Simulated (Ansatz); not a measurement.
# Ti: geometry relaxation (part 1 of 2)

Ti (slab, 4 atoms in the cell), computed with DFT r2SCAN, scalar-relativistic, plane waves, PAW, no spin polarisation (Ansatz 0.2.0).

The structure derives from an entry of the Crystallography Open Database. The input holds or restrains some coordinates. Forces given for the steps count only the free coordinates. It belongs to a series of runs on one base structure; here: clean slab, lower half held. Figures and captions count atoms from 1; the log counts them from 0 in places.

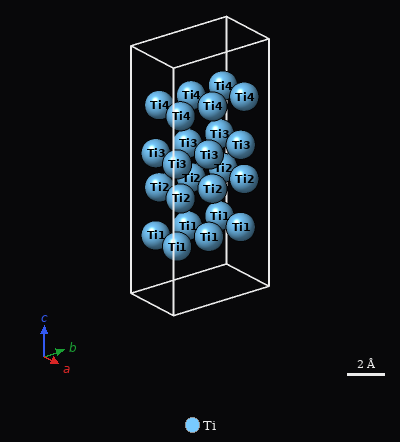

**Figure 1.** The input geometry (spheres-only view of the 2 × 3 repeat of the cell, with the vacuum cut short, seen slightly off an axis; atoms are numbered from 1 in the order of the input). An atom can appear more than once, as a periodic image.

## Results in brief

| quantity | value |
| --- | --- |
| outcome | converged under the restraints of the input |
| electrons treated | 48 |
| free energy | −10015.3879 eV |
| work function, top face | 4.55 eV |
| work function, bottom face | 4.65 eV |
| Fermi energy | 2.541 eV |
| gap on the k-point mesh | none (metallic) |
| final volume | 178.80 Å³ |
| work function (upper face) | 4.55 eV |
| largest force (length of the vector) at the end, held atoms and coordinates included | 0.641 eV/Å |
| hardware | 1 thread of Intel Xeon @ 2.50GHz (Skylake/Cascade Lake), 64 GiB of memory available, shared host |
| wall time | 96 s |
| peak memory | 0.88 GiB |

The program warns: the exchange-correlation potential is rough where the density is thin.

## Input file
```yaml
crystal:
  lattice:
    - [2.9357969427, 0.0, 0.0]
    - [-1.4678984714, 2.5424747328, 0.0]
    - [0.0, 0.0, 23.9542893585]
  atoms:
    - { symbol: Ti, position: [0.6666666667, 0.3333333333, 0.3548425033] }
    - { symbol: Ti, position: [0.3333333333, 0.6666666667, 0.4516141678] }
    - { symbol: Ti, position: [0.6666666667, 0.3333333333, 0.5483858322] }
    - { symbol: Ti, position: [0.3333333333, 0.6666666667, 0.6451574967] }
basis:
  ecutwfc: 500
kpoints:
  mp_grid: { grid: [12, 12, 1] }
hamiltonian:
  xc: r2scan
scf:
  occupations: { method: gaussian, width: 0.1 }
output:
  forces: true
  eigenvalues: true
  write_density: true
  write_potential: true
  elf: true
  volumetric_format: npy
relax:
  adjacent_minimum: "off"
  f_tol: 0.03
  max_steps: 70
  constraints: [{ sites: [0, 1] }]
efield:
  axis: 3
  dipole_correction: true
  ramp_width: 0.04
```

Run as:
```bash
ansatz run input.yaml --threads 1 --pin off --max-ram 2560MiB --backend cpu --events-out ev --progress --plain --runs-dir out
```

## What the program printed
```
Engine: ansatz 0.2.0, x86_64-unknown-linux-gnu
Pseudopotentials: kind: paw
Pseudopotential: Ti, paw, valence charge 12, recommended cutoff 500 eV (meta_gga), Ti.paw.azcp
Functional definition: r2SCAN
  parameter k0 = 0.174
  parameter k1 = 0.065
  parameter a1 = 4.9479
  exchange = r2scan_x(k0 = k0, k1 = k1, a1 = a1)
  correlation = r2scan_c
Crystal: 4 atoms, lattice volume = 178.799 Å³
Basis set: ecut = 500 eV, 4599 PW (Γ), exchange–correlation on 96×96×720 points (64 copies of the dense FFT grid, shifted against one another)
Bands: 29, of which v1, the nominal top of the filled ones, is band 24 counted from 1 (23 counted from 0)
Symmetry: 6 space group operations
k-points: 19 of 144 (time reversal used)
Non-local potential: Ti, projectors of the file, l = 0: 3, l = 1: 2, l = 2: 3, l = 3: 1
PAW form: soft (Blöchl's): semilocal exchange-correlation on the pseudo side does not see the compensation charge
PAW frozen core: Ti, regenerated for the run's functional (the file was generated under x = pbe(κ = 0.804, μ = 0.2195149727645171), c = pbe(β = 0.06672455060314922))
PAW one-centre angular grid: Ti, 590 points (default); XC on 160 Gauss nodes
Initial density: superposition of atomic densities (neutral atoms: chi_scale 0, normalization atom), corrected by the library's trained network
Initial wavefunctions: pseudopotential atomic-orbital guess
Functional: x = r2scan, c = r2scan; τ floored in thin density (d = 2e-4 eV/Å³)
SCF iter   1: F=—  HF=-10015.279139 eV  |F-HF|=—  |Δ(HF+E_count)|=         —  Δρ=1.23e-2  dr2=5.52e-1  dr2_τ=3.37e-2  ethr=1.77e-3  p=0.000 e·Å  D=1.66e-13 V/Å  ΔV_dip=-0.00 eV  dr2_dipole=5.63e-7  V_vac-E_F(+/−)=3.97/3.97 eV  ⟨swp⟩=8.2  Hψ=2725  notcnv=0
efield: sawtooth ramp at fractional position 0.9800 (placed from the atoms, in the widest stretch of the axis that holds none; the zero of the levels goes with the place), width 0.0400; the density the first Hamiltonian is built on has a dipole p = 0.000 e·Å; the dipole correction subtracts the counter field D = 1.66e-13 V/Å, which shifts the + side's vacuum level by -0.00 eV against the − side's; the planar-averaged density in the ramp window peaks in size at 5.1e-5 e/Å³
preconditioner: auto → LDOS  [metal: Δε(μ)=0.044 eV  Ē_g=2.332 eV  σ=0.100 eV  W_gap=0.24  n_scr=16 (ndim 8)  ℏωp=11.1 eV  f_vac=0.535  D(μ)=6.96/eV (n_scr^D=62)  β→1.0]
SCF iter   2: F=—  HF=-10015.329164 eV  |F-HF|=—  |Δ(HF+E_count)|=   5.00e-2  Δρ=9.07e-3  dr2=1.79e-1  dr2_τ=1.57e-2  ethr=1.15e-3  p=0.000 e·Å  D=9.74e-6 V/Å  ΔV_dip=-0.00 eV  dr2_dipole=2.77e-10  V_vac-E_F(+/−)=4.54/4.54 eV  ⟨swp⟩=3.4  Hψ=1271  notcnv=0  defer=1
SCF iter   3: F=—  HF=-10015.328462 eV  |F-HF|=—  |Δ(HF+E_count)|=   7.02e-4  Δρ=2.04e-3  dr2=1.66e-2  dr2_τ=2.43e-4  ethr=3.72e-4  p=0.000 e·Å  D=9.03e-6 V/Å  ΔV_dip=-0.00 eV  dr2_dipole=2.92e-7  V_vac-E_F(+/−)=4.42/4.42 eV  ⟨swp⟩=3.6  Hψ=1254  notcnv=0  defer=1
SCF iter   4: F=—  HF=-10015.327605 eV  |F-HF|=—  |Δ(HF+E_count)|=   8.56e-4  Δρ=6.35e-4  dr2=1.43e-3  dr2_τ=1.48e-5  ethr=3.46e-5  p=0.000 e·Å  D=2.61e-6 V/Å  ΔV_dip=-0.00 eV  dr2_dipole=1.72e-7  V_vac-E_F(+/−)=4.54/4.54 eV  ⟨swp⟩=2.2  Hψ=688  notcnv=0  defer=1
SCF iter   5: F=—  HF=-10015.328421 eV  |F-HF|=—  |Δ(HF+E_count)|=   8.16e-4  Δρ=4.98e-4  dr2=8.23e-4  dr2_τ=4.16e-5  ethr=2.97e-6  p=0.000 e·Å  D=2.78e-6 V/Å  ΔV_dip=-0.00 eV  dr2_dipole=3.41e-9  V_vac-E_F(+/−)=4.58/4.58 eV  ⟨swp⟩=3.4  Hψ=1173  notcnv=0  defer=1
SCF iter   6: F=—  HF=-10015.328414 eV  |F-HF|=—  |Δ(HF+E_count)|=   7.85e-6  Δρ=1.15e-4  dr2=4.08e-5  dr2_τ=3.70e-7  ethr=1.71e-6  p=0.000 e·Å  D=1.57e-6 V/Å  ΔV_dip=-0.00 eV  dr2_dipole=1.23e-11  V_vac-E_F(+/−)=4.60/4.60 eV  ⟨swp⟩=2.1  Hψ=671  notcnv=0  defer=1
SCF iter   7: F=-10015.328466 eV  HF=-10015.328475 eV  |F-HF|=8.90e-6  |Δ(HF+E_count)|=   6.10e-5  Δρ=5.60e-5  dr2=1.66e-5  dr2_τ=2.31e-7  ethr=4.69e-8  p=0.000 e·Å  D=1.12e-7 V/Å  ΔV_dip=-0.00 eV  dr2_dipole=6.91e-10  V_vac-E_F(+/−)=4.62/4.62 eV  ⟨swp⟩=17.3  Hψ=5706  notcnv=0
SCF 1 converged in 7 iterations: F = -10015.328466 eV  dr2 = 1.66e-5
  greatest PAW one-centre occupation: 1.000 electrons in one spin orbital (limit 2), on the Ti atom at site 0 (counted from 0), in its partial waves of l = 1
relax step   1: F+E_penalty+E_count = -10015.32846566 eV  Δ(F+E_penalty+E_count) = +0.000e0 eV  max|allowed force component| = 7.461e-1 eV/Å  Δτ_max = 0.0000 Å  (7 SCF iters, dr2 threshold 2.25e-5 eV, accepted)
Initial density: handed on by an earlier stage of this run
Initial wavefunctions: those handed on with the density
SCF iter   1: F=—  HF=-10014.890647 eV  |F-HF|=—  |Δ(HF+E_count)|=         —  Δρ=1.55e-2  dr2=3.54e0  dr2_τ=1.91e0  ethr=3.10e-3  p=0.000 e·Å  D=6.06e-8 V/Å  ΔV_dip=-0.00 eV  dr2_dipole=5.80e-1  V_vac-E_F(+/−)=4.62/4.62 eV  ⟨swp⟩=6.1  Hψ=1974  notcnv=0
efield: sawtooth ramp at fractional position 0.9800 (handed on by an earlier solve), width 0.0400; the density the first Hamiltonian is built on has a dipole p = 0.000 e·Å; the dipole correction subtracts the counter field D = 6.06e-8 V/Å, which shifts the + side's vacuum level by -0.00 eV against the − side's; the planar-averaged density in the ramp window peaks in size at 7.1e-7 e/Å³
preconditioner: auto → LDOS  [metal: Δε(μ)=0.012 eV  Ē_g=2.340 eV  σ=0.100 eV  W_gap=0.07  n_scr=16 (ndim 8)  ℏωp=11.1 eV  f_vac=0.538  D(μ)=6.71/eV (n_scr^D=60)  β→1.0]
SCF iter   2: F=—  HF=-10015.400166 eV  |F-HF|=—  |Δ(HF+E_count)|=   5.10e-1  Δρ=9.22e-3  dr2=6.38e-1  dr2_τ=2.44e-2  ethr=3.10e-3  p=0.016 e·Å  D=1.62e-2 V/Å  ΔV_dip=-0.39 eV  dr2_dipole=7.78e-3  V_vac-E_F(+/−)=4.24/4.63 eV  ⟨swp⟩=2.3  Hψ=954  notcnv=0  defer=2
SCF iter   3: F=—  HF=-10015.369844 eV  |F-HF|=—  |Δ(HF+E_count)|=   3.03e-2  Δρ=3.07e-3  dr2=2.34e-1  dr2_τ=8.88e-4  ethr=1.33e-3  p=0.008 e·Å  D=8.56e-3 V/Å  ΔV_dip=-0.21 eV  dr2_dipole=9.11e-2  V_vac-E_F(+/−)=4.46/4.66 eV  ⟨swp⟩=2.6  Hψ=850  notcnv=0  defer=1
SCF iter   4: F=—  HF=-10015.366834 eV  |F-HF|=—  |Δ(HF+E_count)|=   3.01e-3  Δρ=1.25e-3  dr2=2.89e-2  dr2_τ=1.16e-4  ethr=4.88e-4  p=0.008 e·Å  D=7.76e-3 V/Å  ΔV_dip=-0.19 eV  dr2_dipole=8.92e-3  V_vac-E_F(+/−)=4.47/4.65 eV  ⟨swp⟩=1.4  Hψ=605  notcnv=0  defer=1
SCF iter   5: F=—  HF=-10015.365943 eV  |F-HF|=—  |Δ(HF+E_count)|=   8.91e-4  Δρ=2.34e-4  dr2=5.36e-4  dr2_τ=2.38e-5  ethr=6.03e-5  p=0.008 e·Å  D=8.15e-3 V/Å  ΔV_dip=-0.20 eV  dr2_dipole=2.18e-4  V_vac-E_F(+/−)=4.46/4.66 eV  ⟨swp⟩=1.9  Hψ=625  notcnv=0  defer=1
SCF iter   6: F=-10015.365936 eV  HF=-10015.365937 eV  |F-HF|=1.23e-6  |Δ(HF+E_count)|=   5.87e-6  Δρ=9.54e-5  dr2=2.89e-5  dr2_τ=4.98e-7  ethr=7.25e-8  p=0.008 e·Å  D=8.22e-3 V/Å  ΔV_dip=-0.20 eV  dr2_dipole=2.46e-6  V_vac-E_F(+/−)=4.46/4.66 eV  ⟨swp⟩=16.5  Hψ=5804  notcnv=0
SCF 2 converged in 6 iterations: F = -10015.365936 eV  dr2 = 2.89e-5
  Residual-converged pass: ⟨swp⟩=1.1  Hψ=628  notcnv=0  max |occ|·‖R‖ = 7.0e-9 eV (tolerance 1.0e-8 eV)  dr2=2.89e-5  dr2_τ=4.98e-7  dr2_onsite=7.36e-7  max |Δocc| = 4.1e-10
  greatest PAW one-centre occupation: 1.000 electrons in one spin orbital (limit 2), on the Ti atom at site 2 (counted from 0), in its partial waves of l = 1
relax step   2: F+E_penalty+E_count = -10015.36593602 eV  Δ(F+E_penalty+E_count) = -3.747e-2 eV  max|allowed force component| = 5.538e-1 eV/Å  Δτ_max = 0.1276 Å  (6 SCF iters, dr2 threshold 3.48e-5 eV, accepted)
iter 1 solved again at ethr=1.81e-3 eV; its pass at ethr=3.10e-3 eV (dr2=8.70e-1 eV) is discarded
SCF iter   1: F=—  HF=-10015.246639 eV  |F-HF|=—  |Δ(HF+E_count)|=         —  Δρ=5.93e-3  dr2=6.37e-1  dr2_τ=2.63e-1  ethr=1.81e-3  p=0.008 e·Å  D=8.22e-3 V/Å  ΔV_dip=-0.20 eV  dr2_dipole=1.30e-1  V_vac-E_F(+/−)=4.45/4.64 eV  ⟨swp⟩=1.2  Hψ=1933  notcnv=0
efield: sawtooth ramp at fractional position 0.9800 (handed on by an earlier solve), width 0.0400; the density the first Hamiltonian is built on has a dipole p = 0.008 e·Å; the dipole correction subtracts the counter field D = 8.22e-3 V/Å, which shifts the + side's vacuum level by -0.20 eV against the − side's; the planar-averaged density in the ramp window peaks in size at 3.6e-6 e/Å³
preconditioner: auto → LDOS  [metal: Δε(μ)=0.045 eV  Ē_g=2.310 eV  σ=0.100 eV  W_gap=0.25  n_scr=16 (ndim 8)  ℏωp=11.1 eV  f_vac=0.535  D(μ)=8.15/eV (n_scr^D=86)  β→1.0]
SCF iter   2: F=—  HF=-10015.387778 eV  |F-HF|=—  |Δ(HF+E_count)|=   1.41e-1  Δρ=3.35e-3  dr2=9.83e-2  dr2_τ=2.90e-3  ethr=1.33e-3  p=0.004 e·Å  D=3.61e-3 V/Å  ΔV_dip=-0.09 eV  dr2_dipole=1.28e-2  V_vac-E_F(+/−)=4.59/4.67 eV  ⟨swp⟩=2.8  Hψ=844  notcnv=0  defer=1
SCF iter   3: F=—  HF=-10015.387970 eV  |F-HF|=—  |Δ(HF+E_count)|=   1.91e-4  Δρ=9.14e-4  dr2=3.21e-3  dr2_τ=1.09e-4  ethr=2.05e-4  p=0.005 e·Å  D=5.13e-3 V/Å  ΔV_dip=-0.12 eV  dr2_dipole=8.18e-5  V_vac-E_F(+/−)=4.53/4.66 eV  ⟨swp⟩=2.2  Hψ=826  notcnv=0  defer=1
SCF iter   4: F=—  HF=-10015.387812 eV  |F-HF|=—  |Δ(HF+E_count)|=   1.57e-4  Δρ=3.84e-4  dr2=5.16e-4  dr2_τ=1.01e-5  ethr=6.70e-6  p=0.004 e·Å  D=4.46e-3 V/Å  ΔV_dip=-0.11 eV  dr2_dipole=4.15e-5  V_vac-E_F(+/−)=4.55/4.66 eV  ⟨swp⟩=2.9  Hψ=969  notcnv=0  defer=1
SCF iter   5: F=-10015.387892 eV  HF=-10015.387881 eV  |F-HF|=1.09e-5  |Δ(HF+E_count)|=   6.89e-5  Δρ=9.40e-5  dr2=1.46e-5  dr2_τ=1.28e-6  ethr=3.99e-8  p=0.004 e·Å  D=4.22e-3 V/Å  ΔV_dip=-0.10 eV  dr2_dipole=1.98e-6  V_vac-E_F(+/−)=4.55/4.65 eV  ⟨swp⟩=15.2  Hψ=5628  notcnv=0
SCF 3 converged in 5 iterations: F = -10015.387892 eV  dr2 = 1.46e-5
  Residual-converged pass: ⟨swp⟩=1.1  Hψ=629  notcnv=0  max |occ|·‖R‖ = 7.0e-9 eV (tolerance 1.0e-8 eV)  dr2=1.46e-5  dr2_τ=1.28e-6  dr2_onsite=7.91e-7  max |Δocc| = 2.2e-10
relax step   3: F+E_penalty+E_count = -10015.38789186 eV  Δ(F+E_penalty+E_count) = -2.196e-2 eV  max|allowed force component| = 9.627e-3 eV/Å  Δτ_max = 0.0597 Å  (5 SCF iters, dr2 threshold 1.92e-5 eV, accepted)
iter 1 solved again at ethr=3.04e-8 eV; its pass at ethr=3.10e-3 eV (dr2=1.46e-5 eV) is discarded
SCF iter   1: F=—  HF=-10015.387881 eV  |F-HF|=—  |Δ(HF+E_count)|=         —  Δρ=9.40e-5  dr2=1.46e-5  dr2_τ=1.28e-6  ethr=3.04e-8  p=0.004 e·Å  D=4.22e-3 V/Å  ΔV_dip=-0.10 eV  dr2_dipole=1.98e-6  V_vac-E_F(+/−)=4.55/4.65 eV  ⟨swp⟩=1.0  Hψ=1558  notcnv=0
efield: sawtooth ramp at fractional position 0.9800 (handed on by an earlier solve), width 0.0400; the density the first Hamiltonian is built on has a dipole p = 0.004 e·Å; the dipole correction subtracts the counter field D = 4.22e-3 V/Å, which shifts the + side's vacuum level by -0.10 eV against the − side's; the planar-averaged density in the ramp window peaks in size at 3.0e-6 e/Å³
preconditioner: auto → LDOS  [metal: Δε(μ)=0.019 eV  Ē_g=2.311 eV  σ=0.100 eV  W_gap=0.11  n_scr=16 (ndim 8)  ℏωp=11.1 eV  f_vac=0.535  D(μ)=8.09/eV (n_scr^D=86)  β→1.0]
SCF iter   2: F=—  HF=-10015.387900 eV  |F-HF|=—  |Δ(HF+E_count)|=   1.91e-5  Δρ=4.79e-5  dr2=9.68e-6  dr2_τ=1.55e-7  ethr=3.04e-8  p=0.004 e·Å  D=4.16e-3 V/Å  ΔV_dip=-0.10 eV  dr2_dipole=1.64e-6  V_vac-E_F(+/−)=4.55/4.65 eV  ⟨swp⟩=3.1  Hψ=1116  notcnv=0
SCF iter   3: F=—  HF=-10015.387901 eV  |F-HF|=—  |Δ(HF+E_count)|=   9.80e-7  Δρ=2.57e-5  dr2=3.22e-6  dr2_τ=6.86e-8  ethr=2.02e-8  p=0.004 e·Å  D=4.13e-3 V/Å  ΔV_dip=-0.10 eV  dr2_dipole=8.16e-7  V_vac-E_F(+/−)=4.55/4.65 eV  ⟨swp⟩=2.5  Hψ=872  notcnv=0
SCF iter   4: F=—  HF=-10015.387902 eV  |F-HF|=—  |Δ(HF+E_count)|=   7.63e-7  Δρ=1.04e-5  dr2=3.24e-7  dr2_τ=8.37e-9  ethr=6.71e-9  p=0.004 e·Å  D=4.13e-3 V/Å  ΔV_dip=-0.10 eV  dr2_dipole=6.93e-9  V_vac-E_F(+/−)=4.55/4.65 eV  ⟨swp⟩=2.3  Hψ=730  notcnv=0
SCF iter   5: F=-10015.387902 eV  HF=-10015.387902 eV  |F-HF|=3.84e-8  |Δ(HF+E_count)|=   7.67e-8  Δρ=3.73e-6  dr2=6.52e-8  dr2_τ=1.96e-9  ethr=2.08e-10  p=0.004 e·Å  D=4.13e-3 V/Å  ΔV_dip=-0.10 eV  dr2_dipole=2.44e-9  V_vac-E_F(+/−)=4.55/4.65 eV  ⟨swp⟩=11.5  Hψ=3982  notcnv=0
SCF 4 converged in 5 iterations: F = -10015.387902 eV  dr2 = 6.52e-8
relax step   4: F+E_penalty+E_count = -10015.38790181 eV  Δ(F+E_penalty+E_count) = -9.958e-6 eV  max|allowed force component| = 1.040e-2 eV/Å  Δτ_max = 0.0000 Å  (5 SCF iters, accepted)
iter 1 solved again at ethr=1.36e-10 eV; its pass at ethr=3.10e-3 eV (dr2=6.51e-8 eV) is discarded
SCF iter   1: F=—  HF=-10015.387902 eV  |F-HF|=—  |Δ(HF+E_count)|=         —  Δρ=3.73e-6  dr2=6.52e-8  dr2_τ=1.96e-9  ethr=1.36e-10  p=0.004 e·Å  D=4.13e-3 V/Å  ΔV_dip=-0.10 eV  dr2_dipole=2.44e-9  V_vac-E_F(+/−)=4.55/4.65 eV  ⟨swp⟩=1.0  Hψ=2712  notcnv=0
efield: sawtooth ramp at fractional position 0.9800 (kept from the solve that this one continues, or follows in the run), width 0.0400; the density the first Hamiltonian is built on has a dipole p = 0.004 e·Å; the dipole correction subtracts the counter field D = 4.13e-3 V/Å, which shifts the + side's vacuum level by -0.10 eV against the − side's; the planar-averaged density in the ramp window peaks in size at 2.6e-6 e/Å³
preconditioner: auto → LDOS  [metal: Δε(μ)=0.019 eV  Ē_g=2.312 eV  σ=0.100 eV  W_gap=0.11  n_scr=16 (ndim 8)  ℏωp=11.1 eV  f_vac=0.535  D(μ)=8.09/eV (n_scr^D=86)  β→1.0]
SCF iter   2: F=-10015.387902 eV  HF=-10015.387902 eV  |F-HF|=3.33e-8  |Δ(HF+E_count)|=   1.02e-8  Δρ=3.27e-6  dr2=4.69e-8  dr2_τ=1.26e-9  ethr=1.36e-10  p=0.004 e·Å  D=4.14e-3 V/Å  ΔV_dip=-0.10 eV  dr2_dipole=3.76e-11  V_vac-E_F(+/−)=4.55/4.65 eV  ⟨swp⟩=10.4  Hψ=3627  notcnv=0
SCF 5 converged in 2 iterations: F = -10015.387902 eV  dr2 = 4.69e-8
```

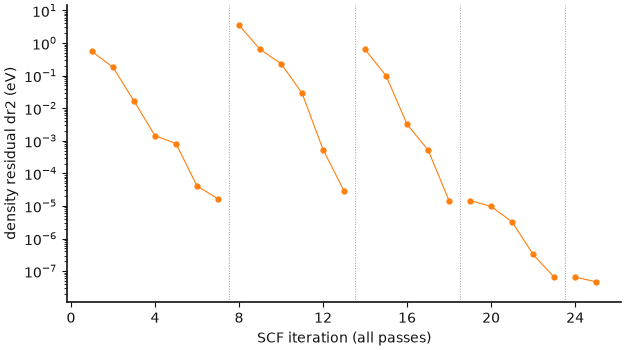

**Figure 2.** Convergence of the self-consistent field: density residual dr2 against the SCF iteration. Dotted lines part the SCF passes that the log prints in full.
